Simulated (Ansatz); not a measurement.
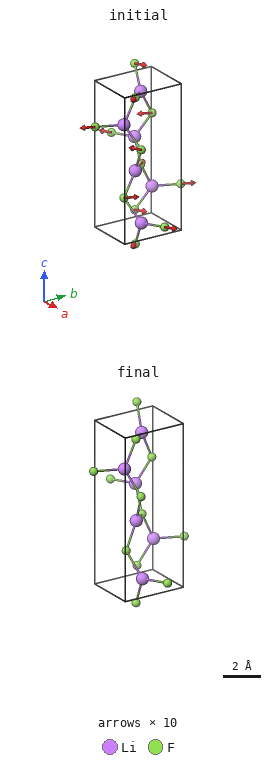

The structure of a crystal of LiF (a generated structure, set up in P6_122) (coarse preliminary run) before (top) and after (bottom) a relaxation, at one scale. The red arrows give the displacements (the part carried along by the change of the cell is left out), 10 times their true length.

Style: ball-and-stick. Shown: the cell of the calculation, slightly off an axis.

The calculation used Ansatz, DFT PBE, scalar-relativistic, plane waves, PAW. Settings: plane-wave cutoff 420 eV; k-point mesh 6 × 6 × 2; occupations gaussian; smearing width 0.1 eV; no spin polarisation; cell and atoms relaxed; force threshold 0.04 eV/Å; at most 70 steps.

What changed between the two?

Answer. The largest moves relative to the cell, 0.093 Å, are those of F atoms. Largest moves by element: F 0.093 Å, Li 0.008 Å. Cell: a = b 4.877 → 4.991 Å (+2.3 %), c 8.277 → 9.254 Å (+11.8 %). Volume +17.1 %. Among the contacts that change: F–Li 1.690 → 1.814 Å. Bond angles that change, for instance: Li–F–Li 120.0° → 128.9°, F–Li–F 120.0° → 125.3°, Li–F–Li 120.0° → 115.5°. The space group stays P6_122 (No. 178). After 6 accepted moves (8 points after the start) the energy has fallen by 0.868 eV per cell of the calculation. Largest force component: 0.039 eV/Å at the start, 0.0021 eV/Å at the end. Pressure: 8.43 GPa at the start and 0.04 GPa at the end. The SCF was repeated twice at an unchanged geometry on a basis and grid sized afresh for the cell, which shifted the energy by 0.162 eV per cell of the calculation at most.
